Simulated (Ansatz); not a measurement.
System: AlRu.

The calculation's input:

```
crystal:
  lattice:
    - [3.165912658, 0.7914781645, 0.7914781645]
    - [0.7914781645, 3.165912658, 0.7914781645]
    - [0.7914781645, 0.7914781645, 3.165912658]
  atoms:
    - { symbol: Al, position: [0.0, 0.0, 0.0] }
    - { symbol: Ru, position: [0.5, 0.5, 0.5] }
basis:
  ecutwfc: 420
kpoints:
  mp_grid: { grid: [18, 18, 18] }
hamiltonian:
  xc: pbesol
scf:
  occupations: { method: gaussian, width: 0.15 }
output:
  forces: true
  stress: true
  eigenvalues: true
  write_density: true
  write_potential: true
  elf: true
  volumetric_format: npy
```

Command:

```sh
ansatz run input.yaml --threads 1 --pin off --max-ram 2560MiB --backend cpu --events-out ev --progress --plain --runs-dir out
```

Below, planes, directions and counts refer to the conventional cell (a = 4.75 Å, b = 4.75 Å, c = 4.75 Å, α = 90.00°, β = 90.00°, γ = 90.00°).

Space group Fm-3m; computed pressure about 22 GPa in this cell; computed without spin polarisation.

Computed with DFT PBEsol, scalar-relativistic, plane waves, PAW in Ansatz.

Predict the valence pseudo-density and electron localisation function between the atoms.

Answer. Al–Ru (2.37 Å): ρ is about 0.48 e/Å³ halfway; the ELF is about 0.35 at the midpoint.

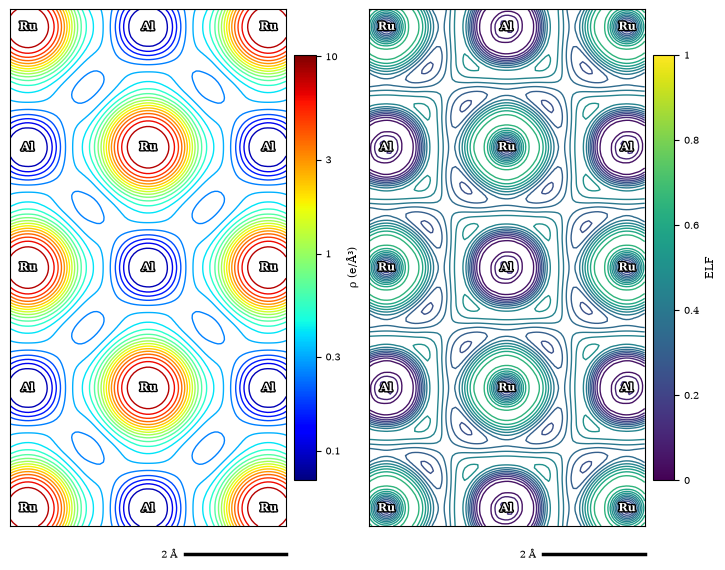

Computed valence pseudo-density and electron localisation function on the (010) plane of the conventional cell, in this order. 

The density is the valence pseudo-density of a PAW calculation; it isn't the true density close to the nuclei.
